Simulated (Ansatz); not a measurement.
## Single-point calculation of C10O

System: C10O (slab, 11 atoms in the cell).
Method: DFT PBE+D3(BJ), scalar-relativistic, plane waves, PAW, no spin polarisation (Ansatz 0.2.0).

The structure derives from a Materials Project entry. It belongs to a series of runs on one base structure; here: O lifted by +0.70 A from its best place.

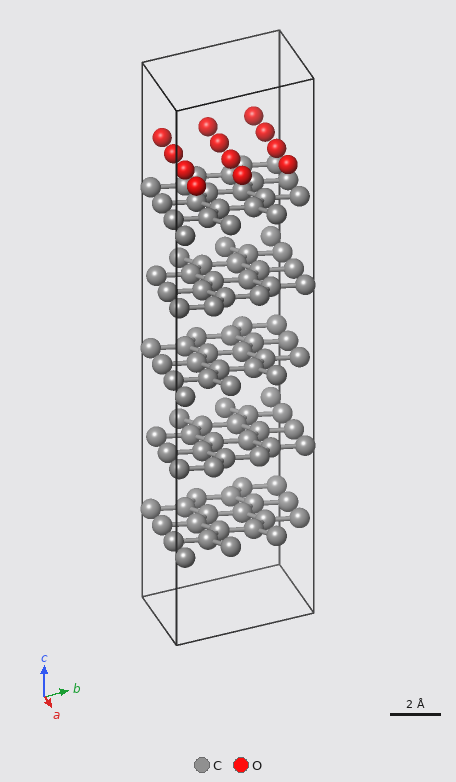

Fig. 1: The structure as given in the input (ball-and-stick view of the 3 × 3 repeat of the cell, with the vacuum cut short, seen slightly off an axis). An atom can appear more than once, as a periodic image.

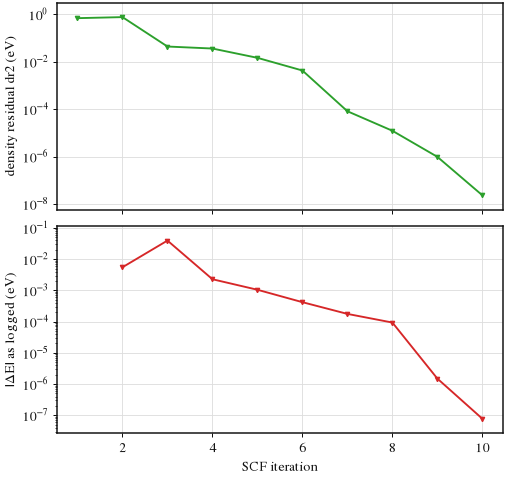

Fig. 2: Convergence of the self-consistent field: density residual dr2 and size of the energy change against the SCF iteration. The residual falls almost steadily, with no more than small rises.

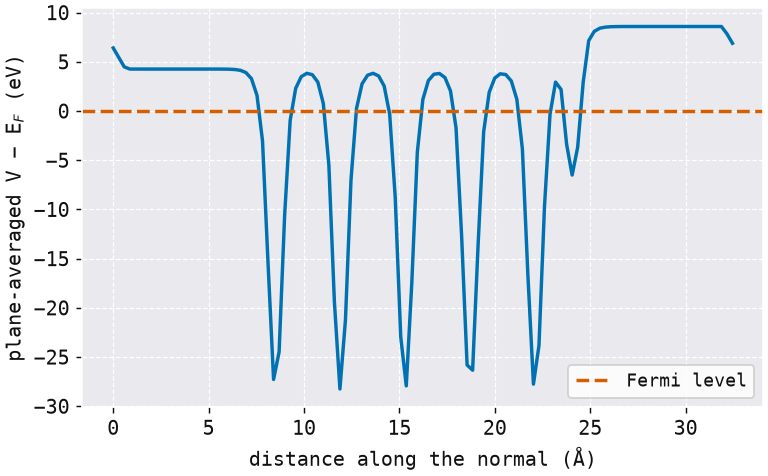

Fig. 3: Plane average of the electrostatic potential energy of an electron across the cell, from the Fermi level. The vacuum level lies 8.59 eV above the Fermi level on the upper side and 4.26 eV on the lower.

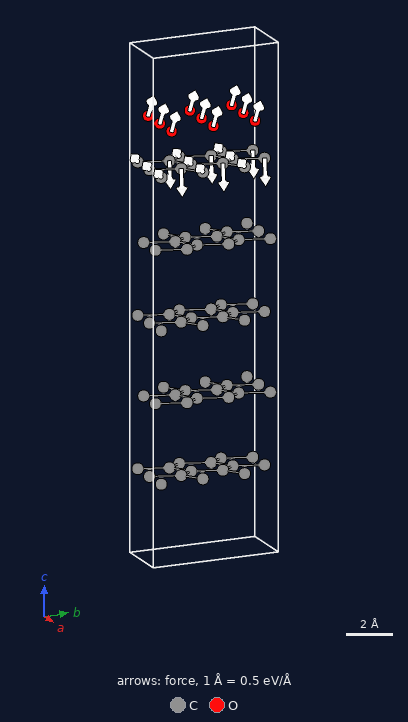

Fig. 4: Forces on the atoms as white arrows (ball-and-stick view of the 2 × 3 repeat of the cell, with the vacuum cut short, seen slightly off an axis); the smallest are left out. The largest act on C10 (0.68 eV/Å); O11 (0.67 eV/Å); C9 (0.34 eV/Å). Atoms are counted from 1 in the order of the input and aren't labelled in the picture. The geometry is not a stationary point of this energy.

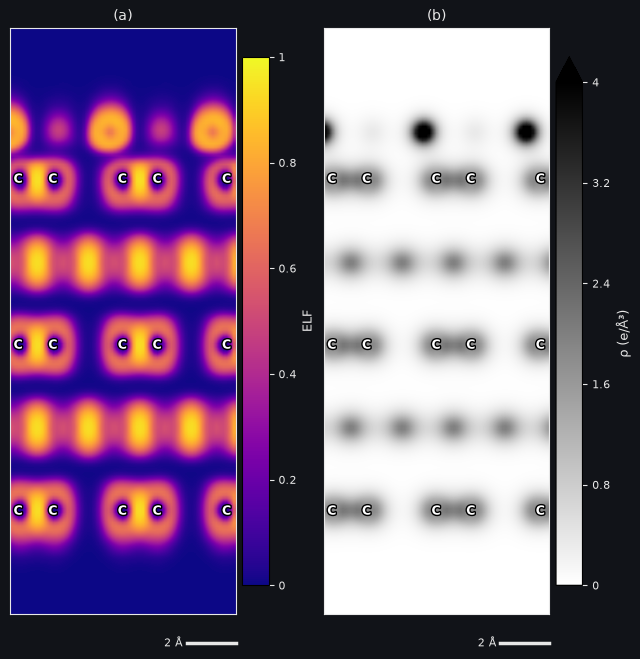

Fig. 5: (a) ELF; (b) valence electron density on the (110) plane of the calculation cell, a cut from vacuum to vacuum. Atoms in the plane: C. C–C (1.42 Å): ρ is about 2 e/Å³ halfway; the ELF peaks at about 0.95 between the atoms, as expected for localised, shared-pair bonding. The density dies away to nearly zero in the vacuum. The fields are those of the smooth PAW valence density.

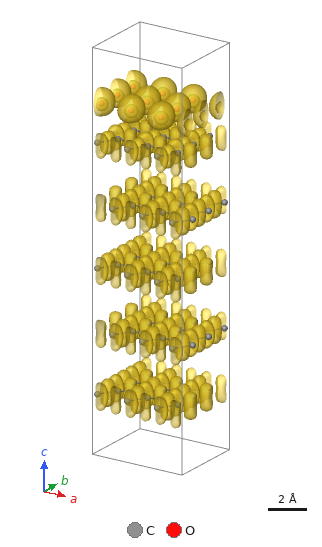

Fig. 6: Isosurface of the electron localisation function at 0.75 (yellow), seen slightly off an axis. Only the valence region is drawn (cores and ρ < 0.01 e/Å³ removed). Sticks mark near contacts.

The input and output of the run follow.

## Input
```yaml
crystal:
  lattice:
    - [2.4655379958, 0.0, 0.0]
    - [-1.2327689979, 2.1341461202, 0.0]
    - [0.0, 0.0, 32.5979677131]
  atoms:
    - { symbol: C, position: [0.0833101794, 0.1666203587, 0.2607524516] }
    - { symbol: C, position: [0.4166898207, 0.8333796413, 0.2607524516] }
    - { symbol: C, position: [0.5833101794, 0.1666203587, 0.3650391123] }
    - { symbol: C, position: [0.9166898206, 0.8333796413, 0.3650391123] }
    - { symbol: C, position: [0.0833101794, 0.1666203587, 0.469323241] }
    - { symbol: C, position: [0.4166898207, 0.8333796413, 0.469323241] }
    - { symbol: C, position: [0.5833101794, 0.1666203587, 0.5736099016] }
    - { symbol: C, position: [0.9166898206, 0.8333796413, 0.5736099016] }
    - { symbol: C, position: [0.0833101794, 0.1666203587, 0.6778940303] }
    - { symbol: C, position: [0.4166898207, 0.8333796413, 0.6778940303] }
    - { symbol: O, position: [0.0833101794, 0.4166203587, 0.738829455] }
basis:
  ecutwfc: 420
kpoints:
  mp_grid: { grid: [12, 12, 1] }
hamiltonian:
  xc: pbe
  dispersion: d3bj
scf:
  occupations: { method: gaussian, width: 0.1 }
output:
  forces: true
  stress: true
  eigenvalues: true
  write_density: true
  write_potential: true
  elf: true
  volumetric_format: npy
efield:
  axis: 3
  dipole_correction: true
  ramp_width: 0.04
```

Launch command:
```bash
ansatz run input.yaml --threads 2 --pin off --max-ram 5120MiB --backend cpu --events-out ev --progress --plain --runs-dir out
```

## Log
```
Engine: ansatz 0.2.0, x86_64-unknown-linux-gnu
Pseudopotentials: kind: paw
Pseudopotential: C, paw, valence charge 4, recommended cutoff 420 eV (normal), C.paw.azcp
Pseudopotential: O, paw, valence charge 6, recommended cutoff 420 eV (normal), O.paw.azcp
Functional definition: PBE
  parameter kappa = 0.804
  parameter beta = 0.06672455060314922
  exchange = pbe_x(kappa = kappa, mu = beta*pi^2/3)
  correlation = pbe_c(beta = beta)
Crystal: 11 atoms, lattice volume = 171.525 Å³
Basis set: ecut = 420 eV, 3239 PW (Γ), exchange–correlation on 36×36×450 points (8 copies of the dense FFT grid, shifted against one another)
Bands: 34, of which v1, the nominal top of the filled ones, is band 23 counted from 1 (22 counted from 0)
Symmetry: 1 space group operations
Space group: P1 (ITA 1), of the structure as read, at distance tolerance 5.6e-5 Å
k-points: 74 of 144 (time reversal used)
Non-local potential: C, projectors of the file, l = 0: 2, l = 1: 2, l = 2: 1
Non-local potential: O, projectors of the file, l = 0: 2, l = 1: 2, l = 2: 1
PAW form: soft (Blöchl's): semilocal exchange-correlation on the pseudo side does not see the compensation charge
PAW one-centre angular grid: C, 110 points (default); XC on 64 Gauss nodes
PAW one-centre angular grid: O, 110 points (default); XC on 64 Gauss nodes
Initial density: superposition of atomic densities (neutral atoms: chi_scale 0, normalization atom), corrected by the library's trained network
Initial wavefunctions: pseudopotential atomic-orbital guess
Functional: x = pbe(κ = 0.804, μ = 0.2195149727645171), c = pbe(β = 0.06672455060314922)
SCF iter   1: F=—  HF=-3072.613742 eV  |F-HF|=—  |Δ(HF+E_count)|=         —  Δρ=8.53e-3  dr2=6.94e-1  ethr=1.77e-3  p=-0.127 e·Å  D=-1.33e-1 V/Å  ΔV_dip=4.35 eV  dr2_dipole=3.92e-1  V_vac-E_F(+/−)=9.18/4.83 eV  ⟨swp⟩=9.9  Hψ=15368  notcnv=0  defer=157
efield: sawtooth ramp at fractional position 0.9798 (placed from the atoms, in the widest stretch of the axis that holds none; the zero of the levels goes with the place), width 0.0400; the density the first Hamiltonian is built on has a dipole p = -0.127 e·Å; the dipole correction subtracts the counter field D = -1.33e-1 V/Å, which shifts the + side's vacuum level by +4.35 eV against the − side's; the planar-averaged density in the ramp window peaks in size at 2.1e-5 e/Å³
preconditioner: auto → LDOS  [metal: Δε(μ)=0.006 eV  Ē_g=14.754 eV  σ=0.100 eV  W_gap=0.03  n_scr=22 (ndim 8)  ℏωp=19.2 eV  f_vac=0.429  D(μ)=2.72/eV (n_scr^D=16)  β→1.0]
SCF iter   2: F=—  HF=-3072.619258 eV  |F-HF|=—  |Δ(HF+E_count)|=   5.52e-3  Δρ=7.60e-3  dr2=7.68e-1  ethr=1.51e-3  p=-0.159 e·Å  D=-1.68e-1 V/Å  ΔV_dip=5.48 eV  dr2_dipole=6.15e-1  V_vac-E_F(+/−)=8.69/3.20 eV  ⟨swp⟩=2.7  Hψ=3430  notcnv=0  defer=290
SCF iter   3: F=—  HF=-3072.579743 eV  |F-HF|=—  |Δ(HF+E_count)|=   3.95e-2  Δρ=1.24e-3  dr2=4.41e-2  ethr=1.51e-3  p=-0.120 e·Å  D=-1.26e-1 V/Å  ΔV_dip=4.12 eV  dr2_dipole=2.58e-2  V_vac-E_F(+/−)=8.70/4.59 eV  ⟨swp⟩=1.8  Hψ=3259  notcnv=0  defer=262
SCF iter   4: F=—  HF=-3072.577467 eV  |F-HF|=—  |Δ(HF+E_count)|=   2.28e-3  Δρ=1.32e-3  dr2=3.63e-2  ethr=9.60e-5  p=-0.134 e·Å  D=-1.41e-1 V/Å  ΔV_dip=4.60 eV  dr2_dipole=3.62e-2  V_vac-E_F(+/−)=8.69/4.09 eV  ⟨swp⟩=2.1  Hψ=2337  notcnv=0  defer=299
SCF iter   5: F=—  HF=-3072.576418 eV  |F-HF|=—  |Δ(HF+E_count)|=   1.05e-3  Δρ=5.28e-4  dr2=1.47e-2  ethr=7.90e-5  p=-0.124 e·Å  D=-1.31e-1 V/Å  ΔV_dip=4.27 eV  dr2_dipole=1.19e-2  V_vac-E_F(+/−)=8.62/4.35 eV  ⟨swp⟩=1.4  Hψ=3105  notcnv=0  defer=290
SCF iter   6: F=—  HF=-3072.575998 eV  |F-HF|=—  |Δ(HF+E_count)|=   4.20e-4  Δρ=2.85e-4  dr2=4.29e-3  ethr=3.20e-5  p=-0.124 e·Å  D=-1.31e-1 V/Å  ΔV_dip=4.28 eV  dr2_dipole=3.64e-3  V_vac-E_F(+/−)=8.60/4.33 eV  ⟨swp⟩=1.0  Hψ=2158  notcnv=0  defer=290
SCF iter   7: F=—  HF=-3072.575821 eV  |F-HF|=—  |Δ(HF+E_count)|=   1.77e-4  Δρ=6.14e-5  dr2=8.20e-5  ethr=9.32e-6  p=-0.126 e·Å  D=-1.33e-1 V/Å  ΔV_dip=4.32 eV  dr2_dipole=2.86e-5  V_vac-E_F(+/−)=8.59/4.27 eV  ⟨swp⟩=1.1  Hψ=2179  notcnv=0  defer=290
SCF iter   8: F=—  HF=-3072.575728 eV  |F-HF|=—  |Δ(HF+E_count)|=   9.35e-5  Δρ=3.21e-5  dr2=1.23e-5  ethr=1.78e-7  p=-0.126 e·Å  D=-1.32e-1 V/Å  ΔV_dip=4.32 eV  dr2_dipole=1.91e-6  V_vac-E_F(+/−)=8.59/4.27 eV  ⟨swp⟩=2.0  Hψ=2876  notcnv=0  defer=292
SCF iter   9: F=—  HF=-3072.575726 eV  |F-HF|=—  |Δ(HF+E_count)|=   1.50e-6  Δρ=9.62e-6  dr2=9.77e-7  ethr=2.68e-8  p=-0.126 e·Å  D=-1.33e-1 V/Å  ΔV_dip=4.32 eV  dr2_dipole=1.17e-7  V_vac-E_F(+/−)=8.59/4.26 eV  ⟨swp⟩=1.9  Hψ=2528  notcnv=0  defer=292
SCF iter  10: F=-3072.575726 eV  HF=-3072.575726 eV  |F-HF|=5.71e-9  |Δ(HF+E_count)|=   7.77e-8  Δρ=2.93e-6  dr2=2.33e-8  ethr=2.17e-10  p=-0.126 e·Å  D=-1.33e-1 V/Å  ΔV_dip=4.32 eV  dr2_dipole=5.78e-9  V_vac-E_F(+/−)=8.59/4.27 eV  ⟨swp⟩=37.2  Hψ=28707  notcnv=0
SCF 1 converged in 10 iterations: F = -3072.575726 eV  dr2 = 2.33e-8
  greatest PAW one-centre occupation: 0.896 electrons in one spin orbital (limit 2), on the O atom at site 10 (counted from 0), in its partial waves of l = 0
WARN: The output density's exchange-correlation potential varies sharply where the density is thin. Do not read a vacuum level from v_tot or v_xc, or from such a field of the output density. On a cell that repeats whose density bears no net charge and no dipole along the vacuum's axis use v_es (v_loc + v_h of the components); under efield.dipole_correction with no amplitude use v_es + v_field, which holds any external_charges[].barrier, or the levels of the report's work_function block, which leave it out; under a non-zero efield.amplitude the vacuum is tilted and has no level; on a cell that repeats and bears such a dipole with no correction it is tilted too, and efield.dipole_correction with no amplitude gives each side of its ramp a level where efield: is served; in a cell that repeats whose density bears a net charge (total_charge, or a fill off its count) it is curved and has none; of a slab under crystal.periodic whose density bears no net charge use v_es, which has a level on each side, short of where the two are joined; of another it falls or rises all the way out and has none; of a slab beside external_charges read slab_vacuum_level instead, which it has where they leave it neutral. The grid or the basis barely resolves most such structure, and the values can differ between equally converged runs; as a rule a tighter scf.convergence.dr2_threshold does not remove it. Where the density itself ripples (under the LDA too) a higher basis.ecutwfc lessens it. The files hold the spikes' plane waves up to the density's cutoff. Files: v_tot_of_output_density and the like, and their columns of v_z.tsv (output.write_potential); v_xc_of_output_density and the like, and their columns of v_comp_z.tsv (output.write_potential_components). Measured: with its Gaussian average of σ = 0.25 Å subtracted twice, the exchange-correlation potential is over 0.1 eV at 14 of the grid points where the equally averaged density (valence and model cores) is under 1e-3 e/Å³, and 0.173 eV at the most among them, at an averaged density of 1.4e-6 e/Å³. The input density's (outcome.potential() and, of a run that writes arrays, v_tot and v_xc) is over 0.1 eV, so measured, at 95 points of its own thin density, 0.156 eV at the most. See output.write_potential in the manual, Limitations
SCF converged after 10 iterations
Free energy (F): -3072.575726 eV
Harris-Foulkes:  -3072.575726 eV  (|F-HF|=5.71e-9)
Internal energy: -3072.562597 eV  (E = F + TS)
E sigma→0 (E₀):  -3072.569161 eV
Entropy (-TS):   -0.013129 eV (-1.194 meV/atom)
Fermi energy:    0.903789 eV
Dipole field:    D = -0.132645 V/Å  (p = -0.125735 e·Å, saw-weighted, corrected)
Work function:   Φ+ = 8.5875 eV   Φ− = 4.2636 eV
Levels:          The Fermi level and band energies are counted from a zero that moves with the ramp; work functions are not
--- Per-component energies (eV) ---
  E_band       = -365.180948
  E_kinetic    = 1075.348580
  E_local      = -38225.023034  (includes V_loc(G=0)·N_el)
  E_nonlocal   = 322.082771
  E_hartree    = 18623.426326
  E_xc         = -550.836474
  E_vxc        = -684.508772  (∫ρ·V_xc dr)
  E_paw        = -1149.129122  (= ΣΔE_a)
  E_vpaw       = -100.887443  (= ΣTr[D̂ρ^β])
  E_aug_tail   = 0.002205  (compensation charges beyond the density's cutoff)
  E_efield     = 0.008339  (sawtooth field / dipole correction)
  E_vefield    = 0.948674  (∫n·V_field dr)
  E_ewald      = 16833.089675
  E_disp       = -1.531863  (pairwise vdW)
  E_smearing   = -0.013129  (= −TS)
  E_closure    = -0.000000  (closes the sum)
  Σ components = -3072.575726   (vs F -3072.575726, Δ=0.00e0)
--- Forces (eV/Å), atoms counted from 1 ---
  atom   1  C     -0.00012845     0.01376055     0.00146121
  atom   2  C      0.00012845    -0.01378201     0.00143161
  atom   3  C     -0.00009811     0.00181262    -0.00101762
  atom   4  C      0.00009685    -0.00182403    -0.00112370
  atom   5  C     -0.00056273     0.01543875     0.00335246
  atom   6  C      0.00051526    -0.01557626     0.00307826
  atom   7  C     -0.00296235     0.01203995    -0.00935511
  atom   8  C      0.00032590    -0.01189380    -0.01028733
  atom   9  C     -0.29189941    -0.09270126     0.15727780
  atom  10  C     -0.11786395     0.05160245    -0.66991793
  atom  11  O      0.41245008     0.04112706     0.52508348
  max |Σ_I F_I| component: 1.69e-5 eV/Å
--- Stress (GPa, compression-positive) ---
       -1.113051      -0.017423       0.773946
       -0.017423       0.731688       0.077111
        0.773945       0.077110       0.975980
  P = ⅓ Tr σ = 0.1982 GPa (1.982 kbar)
--- Band table (eV; the first three rows and the last of 74) ---
  k-point 0: bands = ["-19.2063", "-18.7344", "-18.6687", "-18.5859", "-18.5143", "-16.3596", "-7.4731", "-7.1641", "-6.7368", "-6.2780", "-5.9005", "-2.3471", "-2.2954", "-2.1532", "-2.1427", "-2.1396", "-2.1368", "-2.1340", "-2.1311", "-2.1193", "-2.1175", "-0.1315", "1.8224", "1.9012", "4.4646", "5.5358", "6.0922", "6.8908", "8.0599", "8.8627", "9.1128", "9.1380", "9.2041", "9.2166"]
  k-point 1: bands = ["-19.0466", "-18.5692", "-18.5041", "-18.4223", "-18.3513", "-16.2540", "-7.2741", "-6.9698", "-6.5481", "-6.0909", "-5.7118", "-2.9950", "-2.7954", "-2.7858", "-2.7825", "-2.7665", "-2.6380", "-2.4939", "-2.4828", "-2.4760", "-2.4582", "-0.0799", "1.5134", "1.8362", "4.6856", "5.7382", "6.3109", "7.0876", "8.2606", "9.0399", "9.2100", "9.3012", "9.3023", "9.3207"]
  k-point 2: bands = ["-18.5724", "-18.0755", "-18.0124", "-17.9331", "-17.8640", "-15.9500", "-6.6829", "-6.3951", "-5.9897", "-5.5362", "-5.1521", "-4.6250", "-4.4450", "-4.4304", "-4.4175", "-4.3975", "-3.4370", "-3.2910", "-3.2791", "-3.2707", "-3.2523", "-0.0199", "0.7872", "1.6592", "5.3478", "6.3431", "6.9645", "7.6697", "8.8149", "9.1332", "9.1678", "9.2643", "9.2807", "9.3162"]
  k-point 73: bands = ["-15.4884", "-13.3935", "-13.3913", "-13.3811", "-13.3743", "-13.0749", "-12.4663", "-12.3499", "-12.3495", "-12.3421", "-12.3312", "-5.6863", "-5.5291", "-5.5273", "-5.5219", "-5.5101", "-3.0631", "-2.2893", "-1.5413", "-1.5366", "-1.4977", "-1.4780", "0.8780", "1.6644", "2.5724", "2.6190", "2.6770", "2.7303", "3.1840", "8.2835", "8.2858", "8.2939", "8.2975", "8.3022"]
```

## Key numbers

```json
{"quantity": "outcome", "value": "converged"}
{"quantity": "electrons treated", "value": "46"}
{"quantity": "free energy", "value": "−3072.5757 eV"}
{"quantity": "work function, top face", "value": "8.59 eV"}
{"quantity": "work function, bottom face", "value": "4.26 eV"}
{"quantity": "Fermi energy", "value": "0.904 eV"}
{"quantity": "gap on the k-point mesh", "value": "none (metallic)"}
{"quantity": "work function (upper face)", "value": "8.59 eV"}
{"quantity": "largest force (length of the vector)", "value": "0.682 eV/Å"}
{"quantity": "hardware", "value": "2 threads of AMD EPYC (Zen 5), 32 GiB of memory available, shared host"}
{"quantity": "wall time", "value": "7.9 s (CPU time 16 s)"}
{"quantity": "peak memory", "value": "0.67 GiB"}
```

Warnings of the run: the exchange-correlation potential is rough where the density is thin.
